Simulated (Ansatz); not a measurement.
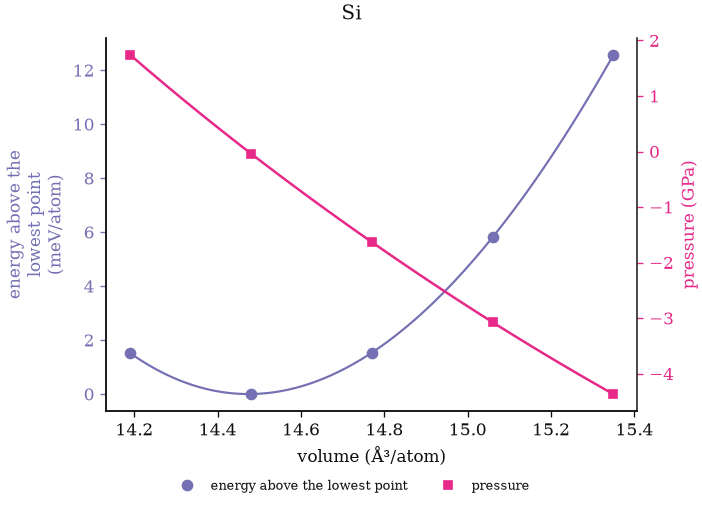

The picture above shows the energy above the lowest point and pressure against volume for Si, space group Fm-3m (No. 225) (one of a set of cubic test structures, which need not be the stable phase).

Calculation (Ansatz 0.2.0 development build): equation of state of a cubic crystal from periodic Kohn-Sham density functional theory without spin, third-order Birch-Murnaghan fit to the free energies; pressure corrected for the finite basis. Level: PBE.

structure type fcc; atoms in cell 1; space group number 225; lattice centring face-centred primitive; k mesh 24×24×24; occupation method Fermi–Dirac; occupation width 0.06123 eV; wave cutoff 420 eV; datasets soft-1 PAW; density tolerance 1e−07 eV; bands 6; density cutoff ratio 4; search for lower states default.

Q: Give the fitted equation-of-state parameters.

A: A third-order Birch–Murnaghan fit gives V0 = 14.47 Å³/atom, B0 = 84.2 GPa and B′ = 4.2.

Q: Read off the course of the pressure.

A: It falls from 1.736 GPa at volume 14.19 Å³/atom to −4.368 GPa at 15.35 Å³/atom, and changes sign near 14.47 Å³/atom.

Note: cubic model structure, not the ambient form.
